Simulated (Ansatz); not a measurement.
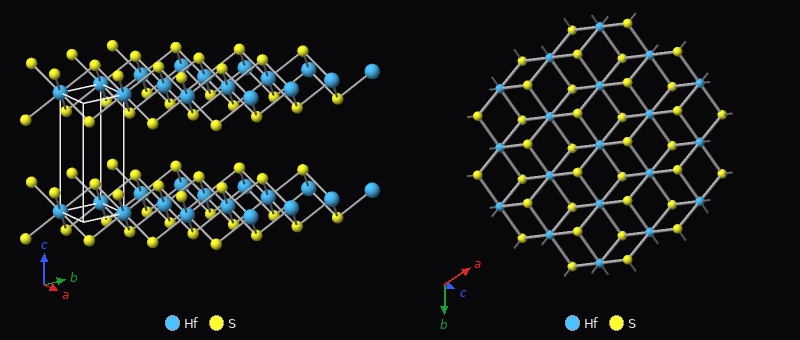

Left: the structure. Right: its underlying net. Nodes are coloured by element. One layer is drawn. Short stubs are edges that leave the cut-out.

The compound is HfS2 (space group P-3m1, No. 164), taken as the end point of a relaxation with DFT PBE, scalar-relativistic, plane waves, PAW (Ansatz 0.2.0).

Bonds are taken as Hf–S below 2.9 Å. Simplification: prune 0- and 1-connected atoms, fold 2-connected ones into links.

The result is a binodal (3,6)-connected, two-periodic (layers) net: S is a 3-connected node; Hf is a 6-connected node, in the ratio 2:1. It is the kgd net, known from the layers of CdI2 (1T type). The layers lie parallel to (001).

| node | links | point symbol | coordination sequence |
| --- | --- | --- | --- |
| S | 3 | 4^3 | 3 12 9 24 15 |
| Hf | 6 | 4^6.6^6.8^3 | 6 6 18 12 30 |
